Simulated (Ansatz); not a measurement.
**SiC: density, localisation and related maps**

```
Si C
1.0
     3.09412    0.00000    0.00000
    -1.54706    2.67959    0.00000
     0.00000    0.00000   10.12934
Si C
4 4
Direct
  0.66667 0.33333 0.93784
  0.33333 0.66667 0.43784
  0.00000 0.00000 0.68790
  0.00000 0.00000 0.18790
  0.66667 0.33333 0.74981
  0.33333 0.66667 0.24981
  0.00000 0.00000 0.50045
  0.00000 0.00000 0.00045
```

Space group P6₃mc; a structure from a database of computed crystals, not necessarily the ambient phase.

The calculation used DFT PBE, scalar-relativistic, plane waves, PAW in Ansatz 0.2.0.

The density is the valence pseudo-density of a PAW calculation; it isn't the true density close to the nuclei.

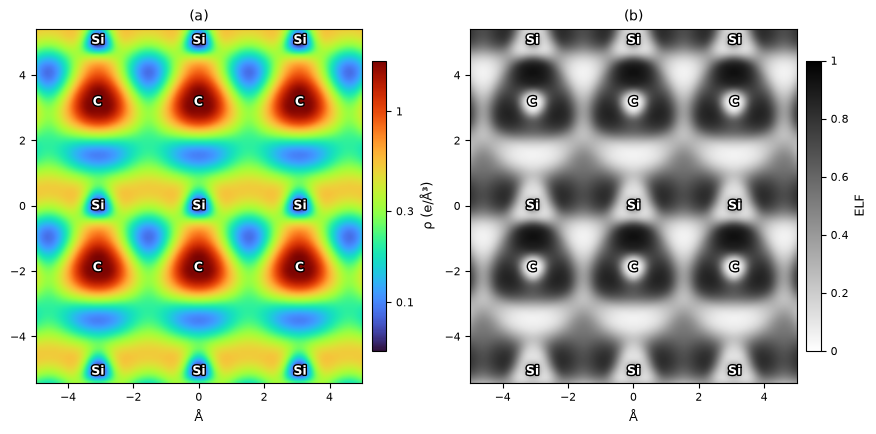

Figure 1. (a) valence charge density (pseudo); (b) ELF on the (100) plane of the conventional cell.

Q: What do the fields say about this system?

A:
- The section cuts through Si and C sites.
- Atoms just off the plane (Si, 0.9 Å away and C, 0.9 Å away) can leave unmarked features too.
- Si–C (1.90 Å): ρ is about 0.87 e/Å³ halfway; the ELF peaks at about 0.95 between the atoms, as expected for localised, covalent bonding.
- Between the atoms the lowest density in this plane is 0.09 e/Å³.

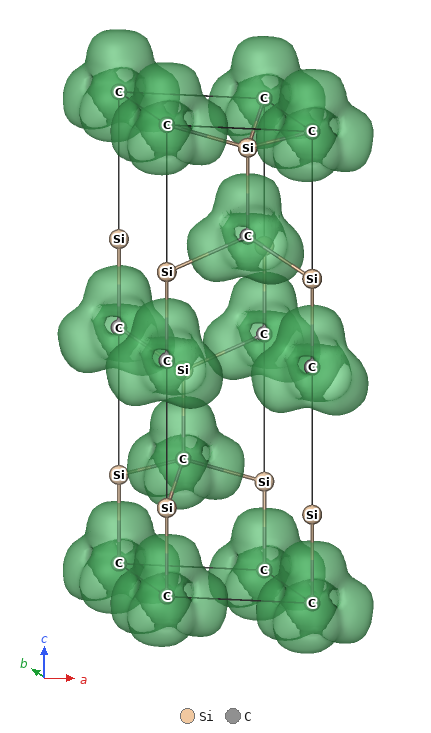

Figure 2. Isosurface of the ELF at 0.7 (green), seen slightly off an axis. Core shells and regions of very low density are left out. Sticks mark near contacts.

Q: Where are the electrons localised?

A: The surface consists of four regions on C in which the atom's valence shell and bonds are merged, counted in one cell of 8 atoms. Regions shared between cells count once. Profiles from the grid: Si–C (1.89 Å): the ELF peaks at about 0.95 between the atoms; a covalent bond.

Q: Does the calculation give a band gap?

A: It is gapped, with a Kohn–Sham gap of 2.2 eV on the k-point mesh, an upper bound to the gap of this method.
